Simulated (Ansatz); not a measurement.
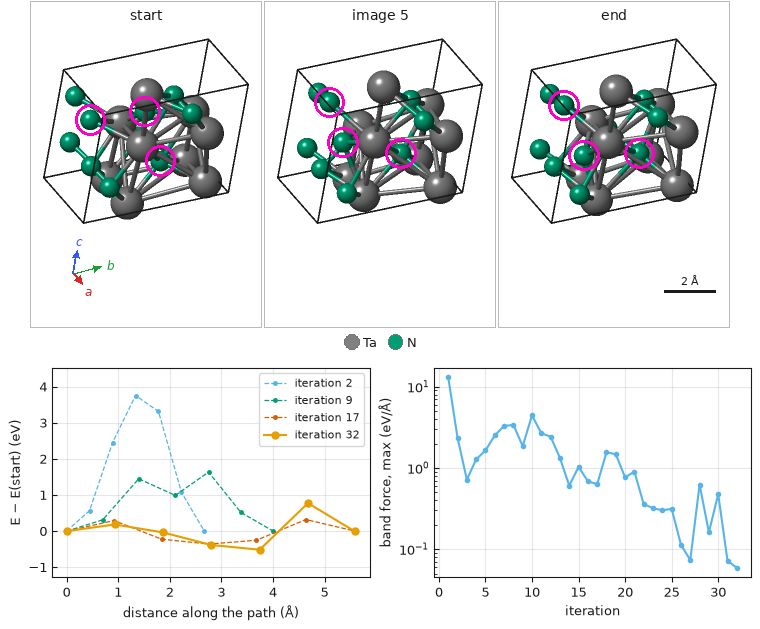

A search for the minimum-energy path of a defect cell of composition Ta$_{8}$N$_{9}$ (17 atoms in the cell) by the nudged elastic band. Images are numbered from 0 (start) to 6 (end). The plot follows the band through its iterations. Style: ball-and-stick. Shown: the reduced simulation cell (origin moved), slightly off an axis. The atoms that move most are ringed. Lengths and directions refer to the drawn axes. Bonds to atoms that aren't drawn are left out.

All numbers below come from DFT PBE, scalar-relativistic, plane waves, PAW (Ansatz). Settings: plane-wave cutoff 420 eV; k-point mesh 5 × 5 × 5; Gaussian smearing 0.1 eV; 5 movable images; climbing image.

Question: How did the profile develop, and is the result final?

Answer: The result isn't final. The run hit its time limit after 32 iterations, unconverged. The largest component of the band force went from 13 to 0.059 eV/Å. The barrier read from it is provisional, though the highest image hardly moved in the last two iterations. The first iteration put the highest image at 8.07 eV. Relative to the start the highest point is image 5 at +0.78 eV and the end lies at 0.00 eV, but the profile dips to −0.51 eV at image 4 on the way, so there may be more than one step; on an unconverged band the side maxima are provisional.

Limits of the set-up: the periodic images lie only 6.2 Å apart, so the values are limited by the cell's size.

Cost: 55 min on 4 threads of Intel(R) Xeon(R) Platinum 8488C (Sapphire Rapids), on a shared host, peak memory 3.6 GiB.
